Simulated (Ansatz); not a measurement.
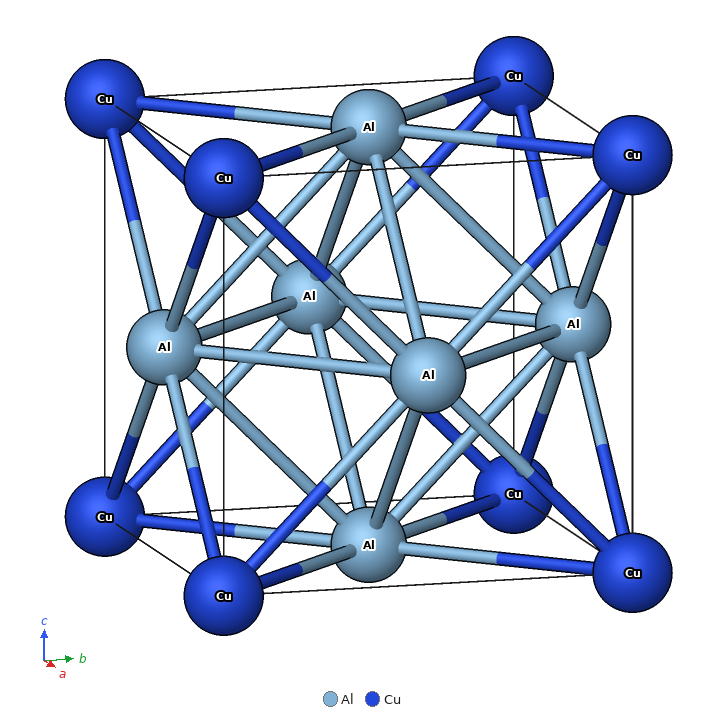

The figure gives a ball-and-stick picture of the atoms, viewed slightly off an axis. Atoms at the boundary of the conventional unit cell (the box) are drawn once for each face, edge or corner they touch. Cell: a = 3.93 Å, b = 3.93 Å, c = 3.93 Å, α = 90.00°, β = 90.00°, γ = 90.00°.

The starting point was a structure listed in the Materials Project. Earlier steps of the study may have refined or changed the cell and positions. It went into a calculation with Ansatz.

Question: What can be read from this drawing?

Answer: Chemical formula Al₃Cu. The structure has Pm-3m (No. 221) symmetry and a primitive cubic lattice. The arrangement is known as Cu₃Au (L1₂) type. Atoms per cell: 4 (3 Al, 1 Cu). The coordination shell of Al holds eight Al and four Cu in a cuboctahedral arrangement (about 2.8 Å to Al, 2.8 Å to Cu). Cu is linked to twelve Al in a cuboctahedral arrangement at about 2.8 Å. The bonds build a three-dimensional framework.

Calculation details: Ansatz, DFT LDA, scalar-relativistic, plane waves, PAW; a basis cut at 420 eV, 12×12×12 k-mesh, Gaussian smearing of 0.1 eV, no spin polarisation.

Question: Classify it as metallic or gapped, with the value.

Answer: A metal: bands cross the Fermi level.

Question: How are the electrons shared out in a Bader analysis?

Answer: Al +0.30 e; Cu -0.89 e.

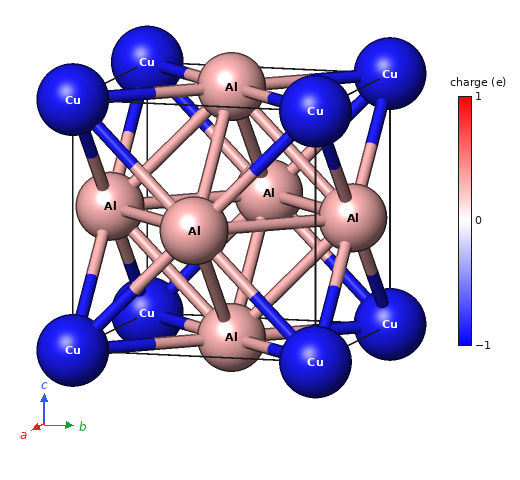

The atoms coloured by those charges. The run's cell of 4 atoms is drawn.

Question: Do the forces and the stress vanish for this geometry?

Answer: No. All forces vanish to within 0.01 eV/Å. The pressure is -5.4 GPa, so the cell would contract.
